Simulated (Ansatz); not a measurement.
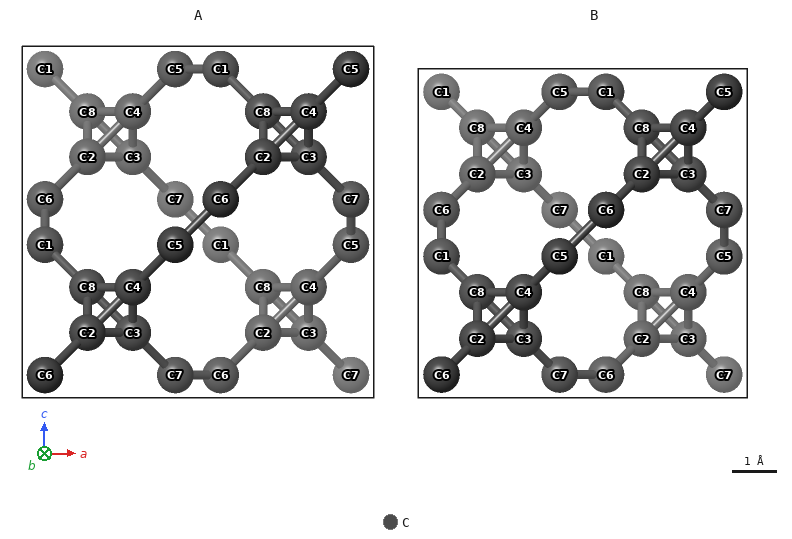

Two geometries of crystalline C (a generated structure, set up in Fd-3m) (coarse preliminary run), drawn at one scale. One is the start of a relaxation, the other its converged end. The picture is a ball-and-stick view of the conventional cell (4 times the calculation's cell), seen along the b axis. Lengths and directions refer to the drawn axes.

Theory: DFT PBE, scalar-relativistic, plane waves, PAW in Ansatz. Set-up: plane-wave cutoff 420 eV; k-point mesh 4 × 4 × 4; occupations gaussian; smearing width 0.1 eV; no spin polarisation; cell and atoms relaxed; force threshold 0.04 eV/Å; at most 70 steps.

Q: Which of the two is the end point?

A: Structure B is the relaxed one. After 4 accepted moves (5 points after the start) the energy has fallen by 3.343 eV per cell of the calculation. Largest force component: 3.5 eV/Å at the start, 0.0014 eV/Å at the end. The pressure goes from −10.20 to −0.34 GPa. At 1 point the geometry stayed and the basis and grid were re-selected for the new cell (energy shift of 20.4 meV per cell of the calculation at most each time). The largest moves relative to the cell, 0.077 Å, are those of 8 atoms (C1, C2, C3, C4 and others). C7 goes along [−1 −1 1]. Cell: a = b = c 8.029 → 7.519 Å (−6.3 %). Volume −17.9 %. Some distances before and after: C1–C8 1.680 → 1.419 Å, C1–C5 1.467 → 1.500 Å. The space group stays Fd-3m (No. 227).
